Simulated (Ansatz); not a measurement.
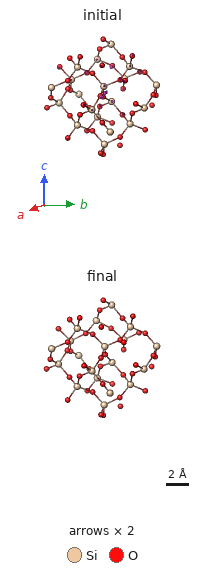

The structure of a defect cell of composition Si24O47 (cell charge +1) before (top) and after (bottom) a relaxation, at one scale. The purple arrows give the displacements, 2 times their true length.

The picture is a ball-and-stick view of the atoms within 5.8 Å of the atom that moves most (axes of the cell of the calculation (origin shifted)), seen slightly off an axis.

All numbers below come from DFT, PBEsol, PAW, plane waves (Ansatz 0.2.0). Settings: plane-wave cutoff 420 eV; k-point mesh 1 × 1 × 1; mesh shifted by (0.25, 0.25, 0.25); collinear spin; atoms relaxed in a fixed cell; force threshold 0.03 eV/Å; at most 80 steps.

> What changed between the two?

An O atom moves most: 0.43 Å along [−2 1 2]. Largest moves by element: O 0.43 Å, Si 0.14 Å. The cell doesn't change. Near-neighbour distances that change, for instance: O–Si 1.546 → 1.614 Å, O–Si 1.685 → 1.618 Å, O–Si 1.563 → 1.625 Å, O–Si 1.663 → 1.621 Å. Among the angles between lasting bonds that change: Si–O–Si 145.1° → 159.2°, Si–O–Si 144.0° → 158.0°, Si–O–Si 143.0° → 154.1°. Over 6 geometry steps the energy falls by 1.378 eV per cell of the calculation. Largest force component: 2.8 eV/Å at the start, 0.021 eV/Å at the end.

Limits of the set-up: the cell is charged, on a uniform background, and energies carry no finite-size correction.
